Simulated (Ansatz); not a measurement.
Geometry relaxation, with input and output: Si$_{16}$O$_{31}$ (charge +1) (part 5 of 5)

The same run, continued: Si$_{16}$O$_{31}$ (defect cell, 47 atoms in the cell, total charge +1); DFT, PBE, plane-wave PAW, default files, scalar-relativistic, spin-polarised (Ansatz 0.2.0); cutoff 420 eV, 2×2×2 k-mesh, Fermi–Dirac smearing of 0.01 eV, collinear spins. The structure derives from an entry of the Crystallography Open Database. It belongs to a series of runs on one base structure; here: O vacancy, charge +1, ions relaxed.

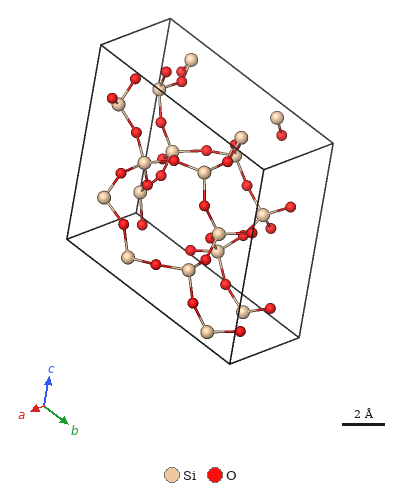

Figure 1. The geometry at step 10 of the log (ball-and-stick view of the reduced cell, seen slightly off an axis).

### Trajectory as extended XYZ, continued
```
47
Lattice="0.0000 7.2200 7.3000 7.0900 0.0000 7.3000 7.0900 7.2200 0.0000" Properties=species:S:1:pos:R:3:forces:R:3 step=8 energy=-27816.61187
Si    3.5606    3.3851    3.5102    0.0061   0.0012   0.0239
Si   10.6333   10.8337   10.7014   -0.0184  -0.0044  -0.0049
Si    7.1353   10.9436    6.9269    0.0096   0.0160  -0.0001
Si    7.2000    3.6100    7.1617    0.0566   0.0159   0.0189
Si   10.7953    7.1032    7.4917    0.0129  -0.0141   0.0221
Si    3.4354    7.1042    7.5861   -0.0217   0.0116  -0.0025
Si    7.0475    7.4420   10.9805    0.0079   0.0104   0.0130
Si    6.9474    7.2298    4.0225    0.0022  -0.0045  -0.0086
Si    5.0162    5.3658    5.6008    0.0101  -0.0063   0.0120
Si   12.2983   12.7581   12.5529   -0.0148   0.0066  -0.0105
Si    5.4830    9.0667    8.8622   -0.0167   0.0240  -0.0072
Si   12.6561    8.9999    9.1801   -0.0124  -0.0172  -0.0061
Si    9.0921    8.9079    5.5595    0.0030   0.0042   0.0106
Si    9.1547    9.0427   12.7733   -0.0145   0.0067  -0.0077
Si    8.7171    5.4016    9.2765    0.0017  -0.0289  -0.0540
Si    8.5070   12.6010    9.2601   -0.0178   0.0013  -0.0174
O     4.4398    4.2715    4.5513    0.0070  -0.0110  -0.0039
O    11.3765   12.0918   11.3995    0.0059   0.0058   0.0091
O     6.1902    9.8135    7.6147    0.0069  -0.0119   0.0015
O     6.6299    2.4608    8.1088   -0.0101  -0.0263   0.0321
O    10.1061    8.3027    6.6744   -0.0011  -0.0016  -0.0071
O     2.7172    8.2942    6.7401   -0.0186  -0.0021   0.0105
O     7.5509    6.1572   10.0636   -0.0180  -0.0023  -0.0039
O     7.5399    6.0573    3.0772    0.0206  -0.0166   0.0003
O     8.0345    7.7537    5.1153    0.0085   0.0094  -0.0217
O     8.2532    7.9999   11.9134    0.0077   0.0053   0.0062
O     9.6466    6.3648    8.4174   -0.0022   0.0041  -0.0080
O     2.4322    6.5315    8.7194   -0.0005  -0.0035  -0.0074
O     6.1684    4.6580    6.5567   -0.0319   0.0215  -0.0103
O     6.3439   11.7089    5.7294   -0.0088   0.0016   0.0034
O     4.4386    2.8897    2.2520    0.0079  -0.0069  -0.0061
O    11.6023   10.1539    9.5810    0.0184  -0.0012   0.0179
O     7.6099   12.0359    8.0300    0.0141  -0.0056   0.0156
O     2.8800    2.1257    4.2572   -0.0071   0.0029   0.0029
O    10.2802    9.6972   11.8168   -0.0053   0.0064   0.0029
O     6.5816    8.6300    9.9878   -0.0101   0.0009   0.0017
O     6.4424    8.5073    3.1445   -0.0010  -0.0001   0.0057
O     3.8398    5.8806    6.5840   -0.0121   0.0006  -0.0019
O    11.3869    5.9464    6.5378    0.0043  -0.0056  -0.0007
O     4.7490    7.7202    8.3201    0.0024  -0.0020   0.0078
O    11.9391    7.7219    8.4704   -0.0034   0.0088  -0.0053
O     5.6673    6.6243    4.8280    0.0106  -0.0018  -0.0021
O     5.8541    6.9057   11.9344    0.0159   0.0055   0.0012
O     2.3445    4.3053    2.8790   -0.0116   0.0042  -0.0053
O     9.2935   11.3530    9.9514    0.0048   0.0153  -0.0039
O     8.4030   10.2163    6.2185    0.0119  -0.0190  -0.0108
O     8.2520    3.0796    6.0786    0.0009   0.0029  -0.0019
47
Lattice="0.0000 7.2200 7.3000 7.0900 0.0000 7.3000 7.0900 7.2200 0.0000" Properties=species:S:1:pos:R:3:forces:R:3 step=9 energy=-27816.60926 accepted=F
Si    3.5363    3.4134    3.4902    0.0088  -0.0364  -0.0035
Si   10.6846   10.8672   10.7231   -0.0161   0.0032  -0.0528
Si    7.1393   10.9042    6.9114    0.0084   0.0110  -0.0192
Si    7.1449    3.5874    7.1651   -0.1534   0.0346  -0.0121
Si   10.8221    7.1098    7.5015    0.0072   0.0051  -0.0084
Si    3.3660    7.1562    7.5785    0.0116   0.0681   0.0311
Si    7.0622    7.4546   10.9646   -0.0218   0.0247   0.0011
Si    6.9983    7.1551    4.0422   -0.0022  -0.0495  -0.0168
Si    4.9639    5.3725    5.6255    0.0922   0.0929   0.0821
Si   12.3364   12.7720   12.5716    0.0202   0.0235  -0.0096
Si    5.4511    9.0799    8.8591   -0.0383  -0.0081  -0.0065
Si   12.7057    8.9687    9.2302   -0.0386   0.0349   0.0136
Si    9.1293    8.8709    5.5376    0.0160  -0.0539  -0.0156
Si    9.1269    9.0902   12.7569   -0.0159   0.0292  -0.0184
Si    8.6938    5.4173    9.2356   -0.0081   0.0079  -0.0278
Si    8.5154   12.5694    9.2448   -0.0138   0.0362  -0.0002
O     4.3844    4.3061    4.5507    0.0140   0.0067  -0.0070
O    11.3914   12.1608   11.4023    0.0006  -0.0369   0.0024
O     6.1754    9.7960    7.6047   -0.0032  -0.0209  -0.0174
O     6.6829    2.4098    8.1476    0.0373   0.1172  -0.1268
O    10.1959    8.3157    6.6361   -0.0482  -0.0242  -0.0133
O     2.6302    8.3726    6.7766   -0.0232  -0.0357  -0.0968
O     7.5208    6.1670   10.0239    0.0227   0.0313   0.0047
O     7.5267    5.9492    3.0931    0.0683   0.0468  -0.0092
O     8.1317    7.6551    5.1022    0.0266   0.0790   0.0007
O     8.3223    8.0252   11.8218   -0.0133   0.0460   0.0732
O     9.6211    6.3847    8.3749   -0.0001   0.0372  -0.0241
O     2.3690    6.5641    8.7075   -0.0494  -0.0759   0.0440
O     6.0130    4.5986    6.6593    0.0821  -0.0586  -0.0559
O     6.3609   11.6824    5.7123   -0.0290   0.0215  -0.0183
O     4.4350    2.9368    2.2388    0.0335  -0.0177  -0.0022
O    11.6996   10.1536    9.6654    0.0038  -0.0178   0.0673
O     7.6347   11.9895    8.0108    0.0246  -0.0167   0.0305
O     2.8672    2.1373    4.2190   -0.0176  -0.0054   0.0318
O    10.2967    9.7797   11.8772   -0.0652  -0.0043   0.0255
O     6.5386    8.6353    9.9911    0.0114  -0.0515   0.0387
O     6.5104    8.4414    3.1676   -0.0319  -0.0212  -0.0012
O     3.7606    5.9618    6.5384    0.0825  -0.0522  -0.0738
O    11.4477    5.9432    6.5786    0.0098   0.0103   0.0060
O     4.6876    7.7458    8.3226   -0.0122   0.0460  -0.0006
O    11.9276    7.7205    8.5297   -0.0158   0.0056  -0.0114
O     5.7218    6.5962    4.8858   -0.0366  -0.1488   0.0911
O     5.9215    6.9242   11.9884    0.0521  -0.0359  -0.0268
O     2.3252    4.3233    2.8364   -0.0336  -0.0033   0.0398
O     9.3735   11.3464    9.8952    0.0424   0.0248   0.0289
O     8.3866   10.1440    6.2034    0.0105  -0.0187   0.0126
O     8.1365    3.0995    5.9999    0.0011  -0.0497   0.0504
47
Lattice="0.0000 7.2200 7.3000 7.0900 0.0000 7.3000 7.0900 7.2200 0.0000" Properties=species:S:1:pos:R:3:forces:R:3 step=10 energy=-27816.61854
Si    3.5612    3.4065    3.5036    0.0219  -0.0260  -0.0324
Si   10.6450   10.8433   10.7153    0.0224   0.0067   0.0056
Si    7.1406   10.9236    6.9151   -0.0250  -0.0238   0.0105
Si    7.1846    3.6089    7.1803   -0.0712  -0.0067  -0.0128
Si   10.8079    7.1018    7.4944   -0.0034   0.0197  -0.0532
Si    3.4019    7.1218    7.5758    0.0174  -0.0163   0.0337
Si    7.0450    7.4488   10.9699   -0.0279   0.0056   0.0088
Si    6.9749    7.1987    4.0270   -0.0075   0.0092   0.0259
Si    5.0081    5.3674    5.6164   -0.0238   0.0228  -0.0227
Si   12.3118   12.7577   12.5604    0.0179  -0.0140   0.0067
Si    5.4620    9.0776    8.8536    0.0247  -0.0323   0.0007
Si   12.6707    8.9867    9.2029    0.0228   0.0101   0.0375
Si    9.1169    8.8961    5.5465   -0.0064   0.0044  -0.0315
Si    9.1300    9.0650   12.7707    0.0317  -0.0170  -0.0041
Si    8.7091    5.4090    9.2575   -0.0227   0.0284   0.0520
Si    8.5088   12.5817    9.2497    0.0185   0.0019   0.0138
O     4.4433    4.2803    4.5516    0.0072   0.0112   0.0119
O    11.3694   12.1156   11.4099   -0.0090  -0.0024  -0.0072
O     6.1911    9.7963    7.6026   -0.0047   0.0092  -0.0068
O     6.6458    2.4434    8.1294    0.0190   0.0094  -0.0023
O    10.1503    8.3013    6.6487    0.0153  -0.0075   0.0168
O     2.6623    8.3135    6.7521   -0.0110   0.0153  -0.0142
O     7.5399    6.1693   10.0400    0.0125  -0.0152  -0.0199
O     7.5438    6.0135    3.0829   -0.0075  -0.0019  -0.0054
O     8.0832    7.7236    5.0970    0.0014  -0.0100   0.0075
O     8.2608    8.0219   11.8806   -0.0082  -0.0062  -0.0134
O     9.6280    6.3746    8.3886   -0.0041  -0.0136  -0.0042
O     2.4107    6.5301    8.7090   -0.0049   0.0084  -0.0034
O     6.1128    4.6410    6.6122    0.0366  -0.0143   0.0339
O     6.3507   11.6904    5.7171    0.0046   0.0021  -0.0078
O     4.4343    2.9220    2.2348   -0.0178   0.0217   0.0150
O    11.6429   10.1531    9.6290   -0.0054  -0.0066  -0.0123
O     7.6142   12.0101    8.0234   -0.0071   0.0006  -0.0126
O     2.8838    2.1398    4.2394    0.0022  -0.0008   0.0022
O    10.2763    9.7269   11.8454   -0.0032   0.0054  -0.0002
O     6.5461    8.6319    9.9896   -0.0031   0.0066  -0.0058
O     6.4644    8.4756    3.1539   -0.0007  -0.0064  -0.0132
O     3.8099    5.9118    6.5575    0.0062   0.0085  -0.0047
O    11.4211    5.9388    6.5618    0.0001  -0.0006   0.0169
O     4.7123    7.7384    8.3150   -0.0120   0.0051  -0.0110
O    11.9287    7.7227    8.4960    0.0011   0.0005   0.0106
O     5.7056    6.6090    4.8590    0.0079  -0.0046   0.0021
O     5.8784    6.9034   11.9517    0.0058   0.0026  -0.0062
O     2.3458    4.3339    2.8792   -0.0110   0.0033  -0.0149
O     9.3214   11.3433    9.9266    0.0009  -0.0102   0.0025
O     8.4072   10.1883    6.2141   -0.0007   0.0024   0.0023
O     8.2094    3.0960    6.0619    0.0004   0.0155   0.0051
47
Lattice="0.0000 7.2200 7.3000 7.0900 0.0000 7.3000 7.0900 7.2200 0.0000" Properties=species:S:1:pos:R:3:forces:R:3 step=11 energy=-27816.62100
Si    3.5525    3.4254    3.4850   -0.0124   0.0197  -0.0069
Si   10.6686   10.8538   10.7311    0.0129   0.0067  -0.0021
Si    7.1464   10.8980    6.9073    0.0265   0.0091   0.0264
Si    7.1471    3.5979    7.1789    0.0205   0.0250  -0.0079
Si   10.8263    7.1059    7.4957   -0.0063   0.0101   0.0173
Si    3.3664    7.1416    7.5703   -0.0250   0.0072   0.0038
Si    7.0388    7.4608   10.9645    0.0145  -0.0126   0.0348
Si    7.0039    7.1630    4.0389    0.0192  -0.0119  -0.0135
Si    4.9838    5.3737    5.6233   -0.0108  -0.0223  -0.0016
Si   12.3328   12.7562   12.5742   -0.0065  -0.0044   0.0224
Si    5.4411    9.0844    8.8461   -0.0035  -0.0168   0.0069
Si   12.6958    8.9726    9.2312   -0.0102  -0.0165  -0.0003
Si    9.1435    8.8803    5.5302   -0.0094   0.0164  -0.0143
Si    9.1110    9.0876   12.7654   -0.0067   0.0032   0.0173
Si    8.6998    5.4320    9.2446    0.0125  -0.0212  -0.0406
Si    8.5145   12.5600    9.2457   -0.0064  -0.0114   0.0025
O     4.4249    4.3012    4.5401    0.0118   0.0248   0.0126
O    11.3730   12.1402   11.4222   -0.0035  -0.0067  -0.0080
O     6.1880    9.7798    7.5936   -0.0164  -0.0082  -0.0153
O     6.6650    2.4239    8.1485    0.0246   0.0168  -0.0354
O    10.2037    8.3032    6.6187    0.0115  -0.0005   0.0004
O     2.6115    8.3409    6.7668    0.0004  -0.0112  -0.0260
O     7.5253    6.1887   10.0203    0.0001   0.0054   0.0066
O     7.5442    5.9626    3.0939    0.0046   0.0100  -0.0098
O     8.1354    7.6822    5.0877   -0.0036  -0.0101   0.0131
O     8.2747    8.0434   11.8431   -0.0032   0.0195   0.0060
O     9.6163    6.3958    8.3676   -0.0023  -0.0108   0.0004
O     2.3847    6.5346    8.7040    0.0025   0.0017  -0.0078
O     6.0334    4.6107    6.6556    0.0264  -0.0135  -0.0105
O     6.3655   11.6714    5.7074   -0.0180   0.0220  -0.0274
O     4.4259    2.9511    2.2131    0.0063   0.0029  -0.0060
O    11.6909   10.1497    9.6784   -0.0166   0.0097   0.0058
O     7.6245   11.9808    8.0184    0.0117  -0.0044   0.0166
O     2.8830    2.1512    4.2150   -0.0110  -0.0182   0.0218
O    10.2798    9.7594   11.8756   -0.0214  -0.0187   0.0206
O     6.5085    8.6379    9.9957   -0.0040   0.0079   0.0073
O     6.4988    8.4413    3.1660   -0.0101   0.0056  -0.0281
O     3.7724    5.9507    6.5286    0.0301  -0.0110  -0.0183
O    11.4599    5.9309    6.5909    0.0063  -0.0063   0.0056
O     4.6780    7.7523    8.3098    0.0066   0.0210   0.0063
O    11.9244    7.7254    8.5246   -0.0108  -0.0009  -0.0022
O     5.7393    6.5960    4.8914    0.0006  -0.0209   0.0264
O     5.9042    6.9046   11.9773    0.0184   0.0120  -0.0227
O     2.3355    4.3540    2.8641   -0.0076   0.0078   0.0032
O     9.3605   11.3334    9.9041   -0.0125   0.0184  -0.0055
O     8.4088   10.1521    6.2106    0.0085  -0.0138   0.0008
O     8.1600    3.1115    6.0338   -0.0381  -0.0109   0.0252
47
Lattice="0.0000 7.2200 7.3000 7.0900 0.0000 7.3000 7.0900 7.2200 0.0000" Properties=species:S:1:pos:R:3:forces:R:3 step=12 energy=-27816.62182
Si    3.5517    3.4285    3.4841   -0.0014  -0.0062   0.0046
Si   10.6674   10.8526   10.7335   -0.0021  -0.0082   0.0010
Si    7.1468   10.8981    6.9090   -0.0020   0.0069   0.0026
Si    7.1524    3.6013    7.1820   -0.0241  -0.0001   0.0080
Si   10.8240    7.1061    7.4951   -0.0118   0.0056   0.0012
Si    3.3681    7.1394    7.5700   -0.0021  -0.0079  -0.0049
Si    7.0389    7.4601   10.9651    0.0015  -0.0057   0.0002
Si    7.0046    7.1644    4.0369   -0.0092   0.0052  -0.0037
Si    4.9883    5.3724    5.6228    0.0037   0.0051   0.0133
Si   12.3325   12.7562   12.5756   -0.0076   0.0049   0.0035
Si    5.4405    9.0846    8.8471    0.0088   0.0002   0.0136
Si   12.6936    8.9734    9.2288    0.0021   0.0109  -0.0050
Si    9.1428    8.8819    5.5292    0.0009   0.0000  -0.0055
Si    9.1096    9.0858   12.7677    0.0001   0.0137   0.0008
Si    8.6965    5.4296    9.2399   -0.0019   0.0128  -0.0030
Si    8.5153   12.5593    9.2465    0.0086   0.0010   0.0046
O     4.4276    4.3024    4.5390   -0.0088  -0.0036  -0.0113
O    11.3725   12.1385   11.4242    0.0011  -0.0029   0.0020
O     6.1867    9.7795    7.5933   -0.0018   0.0028  -0.0152
O     6.6647    2.4256    8.1463   -0.0102  -0.0052   0.0123
O    10.2031    8.3037    6.6175    0.0090  -0.0043  -0.0008
O     2.6117    8.3368    6.7660    0.0015  -0.0130  -0.0077
O     7.5247    6.1886   10.0186    0.0000   0.0081   0.0035
O     7.5452    5.9646    3.0924   -0.0003   0.0091  -0.0040
O     8.1349    7.6834    5.0870    0.0024   0.0043   0.0047
O     8.2732    8.0431   11.8449   -0.0078   0.0069  -0.0012
O     9.6127    6.3933    8.3634    0.0084   0.0046  -0.0143
O     2.3866    6.5325    8.7033   -0.0037  -0.0118   0.0006
O     6.0411    4.6134    6.6554   -0.0101   0.0166  -0.0281
O     6.3662   11.6731    5.7083    0.0063  -0.0020   0.0002
O     4.4251    2.9526    2.2124    0.0058   0.0012  -0.0045
O    11.6879   10.1499    9.6778    0.0003  -0.0055   0.0015
O     7.6250   11.9796    8.0207   -0.0011  -0.0120  -0.0032
O     2.8828    2.1534    4.2148   -0.0054   0.0060   0.0080
O    10.2783    9.7567   11.8777    0.0037   0.0136  -0.0119
O     6.5079    8.6387    9.9974   -0.0054   0.0035   0.0018
O     6.4978    8.4419    3.1624    0.0057  -0.0169   0.0028
O     3.7775    5.9479    6.5291    0.0051   0.0146   0.0123
O    11.4600    5.9309    6.5924    0.0070  -0.0061  -0.0021
O     4.6779    7.7529    8.3109   -0.0051   0.0038  -0.0016
O    11.9213    7.7256    8.5245   -0.0041   0.0074   0.0039
O     5.7418    6.5959    4.8915    0.0075  -0.0087   0.0085
O     5.9035    6.9043   11.9763    0.0004  -0.0081  -0.0057
O     2.3340    4.3559    2.8626    0.0161  -0.0193   0.0198
O     9.3585   11.3329    9.9077    0.0019   0.0076   0.0041
O     8.4093   10.1529    6.2116   -0.0027  -0.0044   0.0044
O     8.1599    3.1100    6.0366    0.0207  -0.0243  -0.0101
```

### Results in brief

| quantity | value |
| --- | --- |
| outcome | converged |
| electrons treated | 249 |
| free energy | −27816.6218 eV |
| Fermi energy | 1.878 eV |
| gap on the k-point mesh | 1.15 eV |
| net moment of the cell | 1.00 μB |
| integrated absolute moment | 1.04 μB |
| pressure | −0.13 GPa |
| final volume | 747.37 Å³ |
| field gradient V_zz (10²¹ V/m²) | Si 1.76, Si 0.57, Si 0.61, Si 6.11, Si 1.78, Si 0.81, Si 1.84, Si −0.54 (the first 8 of 47 sites) |
| largest force (length of the vector) at the end | 0.034 eV/Å |
| hardware | 4 threads of Arm Neoverse V2, 24 GiB of memory available, shared host |
| wall time | 6.2 min (CPU time 24 min) |
| peak memory | 3.7 GiB |

### Notes

Warnings of the run: the SCF threshold is looser than advised for the printed stress.
